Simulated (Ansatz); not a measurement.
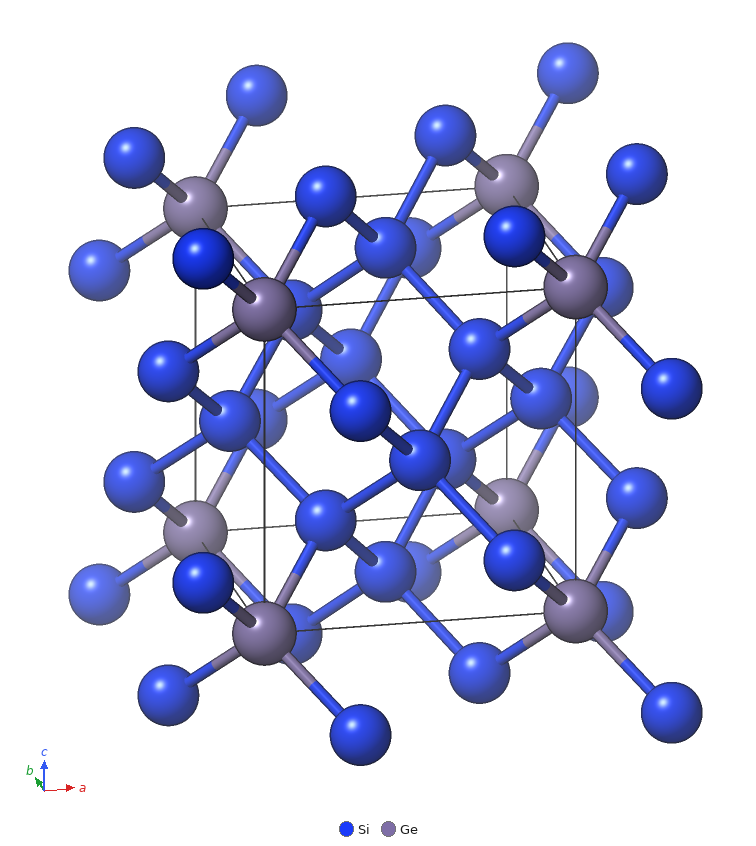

The crystal in a ball-and-stick representation, seen from a general direction. The edges of the conventional unit cell are marked. A few atoms beyond the faces are included. Cell: a = 5.241 Å, b = 5.241 Å, c = 5.631 Å, α = 90.00°, β = 90.00°, γ = 90.00°.

What structure is drawn here?

Formula: Si₇Ge. Symmetry: P-42m (No. 111), primitive tetragonal lattice. In the cell are 7 Si, 1 Ge, which makes 1 formula unit. The neighbours of Ge are four Si in a tetrahedral arrangement at about 2.4 Å. Si takes three kinds of site: 4n with three Si and one Ge in a tetrahedral arrangement (about 2.3 Å to Si, 2.4 Å to Ge); 2f with four Si in a tetrahedral arrangement at about 2.3 Å; 1d with four Si in a tetrahedral arrangement at about 2.3 Å. The bonds build a three-dimensional framework.

The structure comes from a structure listed in the Materials Project. It was relaxed with DFT PBEsol, scalar-relativistic, plane waves, PAW (Ansatz 0.2.0) under a constraint or pressure on the cell, so some stress remains.

At this level of theory the cell isn't at rest (compressed, at 5 GPa), so its distances can differ from those at equilibrium, the more so the softer the solid.
